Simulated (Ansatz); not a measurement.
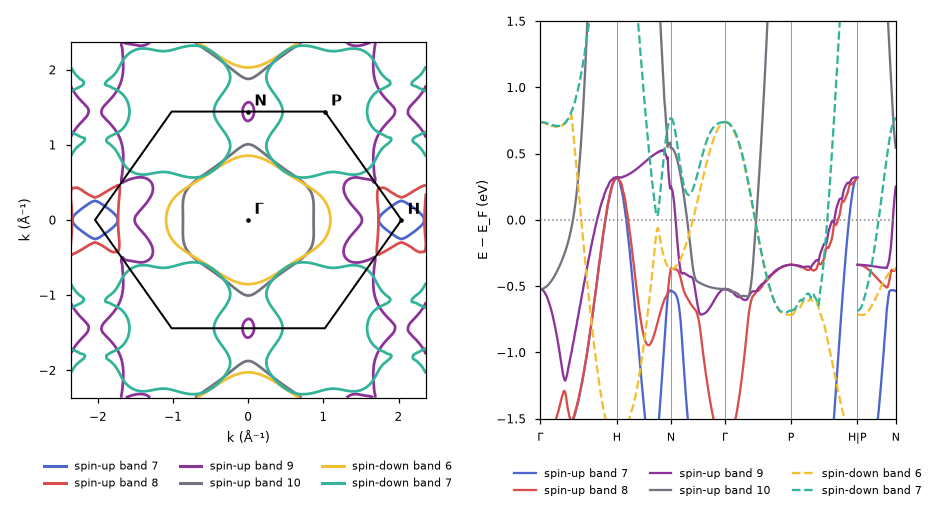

Mn in space group Im-3m: cut through the Fermi surface in the plane through Γ, H and P, and the bands that cross the Fermi level.

All numbers here come from DFT PBEsol, scalar-relativistic, plane waves, PAW; levels and slopes on a dense k mesh at the converged density (Ansatz). Collinear spin polarisation. The levels come from a k mesh of 34×34×34 points. Cell and positions as given, without relaxation (residual pressure −21 GPa). Sheets, masses and frequencies are those of this strained cell.

Q: Give each band's level at the labelled points, in eV from the Fermi level.

A:
| band | Γ | H | N |
| --- | --- | --- | --- |
| spin-up band 7 | below | +0.32 | −0.54 |
| spin-up band 8 | below | +0.32 | −0.37 |
| spin-up band 9 | −0.52 | +0.32 | +0.25 |
| spin-up band 10 | −0.52 | above | +0.55 |
| spin-down band 6 | +0.74 | below | −0.37 |
| spin-down band 7 | +0.74 | above | +0.77 |

Negative values are filled states; "above" and "below" lie outside the plotted window.

The run ends with a net moment of 2.8 μB a cell, the order reached from its starting moments, not necessarily the lowest.
